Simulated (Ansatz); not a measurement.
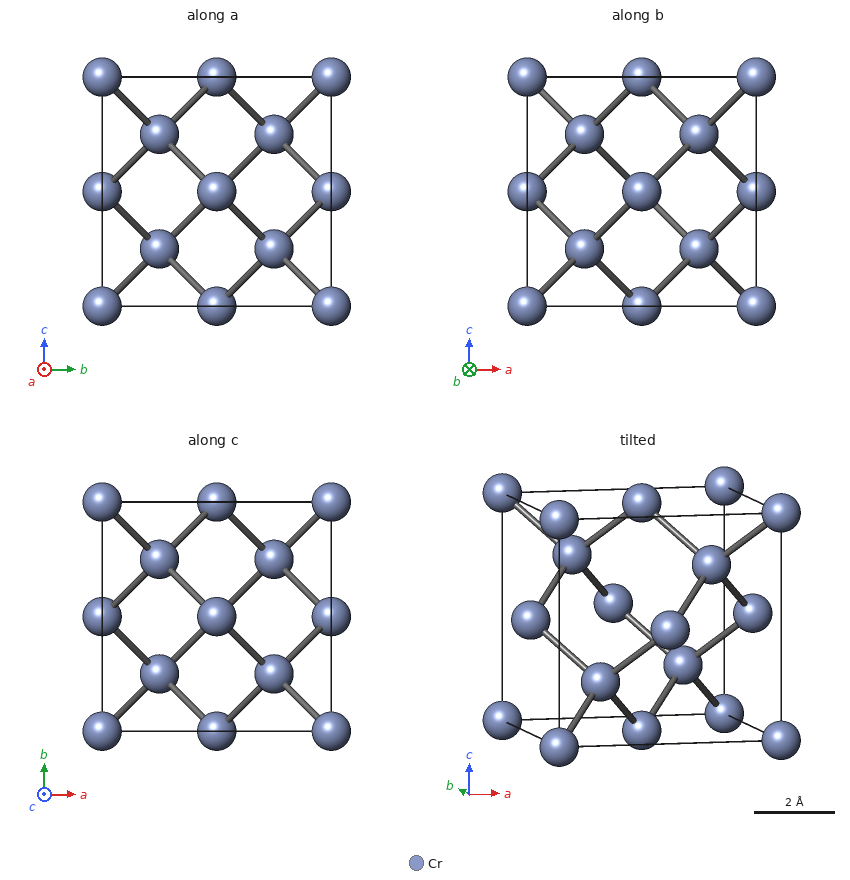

We look at a ball-and-stick model of the crystal along the a axis, along the b axis, along the c axis and slightly off an axis. The lines enclose the conventional unit cell; boundary atoms appear with their images.

Lattice parameters: a = 5.7575 Å, b = 5.7575 Å, c = 5.7575 Å, α = 90.000°, β = 90.000°, γ = 90.000°.

Express the structure as a CIF in P1 with every atom of the cell.

Answer.
```cif
data_structure
_symmetry_space_group_name_H-M 'P 1'
_symmetry_Int_Tables_number 1
_cell_length_a 5.7575
_cell_length_b 5.7575
_cell_length_c 5.7575
_cell_angle_alpha 90.000
_cell_angle_beta 90.000
_cell_angle_gamma 90.000
_cell_volume 190.85
loop_
_atom_site_label
_atom_site_type_symbol
_atom_site_fract_x
_atom_site_fract_y
_atom_site_fract_z
_atom_site_occupancy
Cr1 Cr 0.7500 0.7500 0.2500 1
Cr2 Cr 0.0000 0.5000 0.5000 1
Cr3 Cr 0.7500 0.2500 0.7500 1
Cr4 Cr 0.0000 0.0000 0.0000 1
Cr5 Cr 0.2500 0.7500 0.7500 1
Cr6 Cr 0.5000 0.5000 0.0000 1
Cr7 Cr 0.2500 0.2500 0.2500 1
Cr8 Cr 0.5000 0.0000 0.5000 1
```

It goes back to a structure type filled with this element by a generator (whether the element takes this form wasn't checked). Earlier steps of the study may have refined or changed the cell and positions. It went into a calculation with Ansatz.
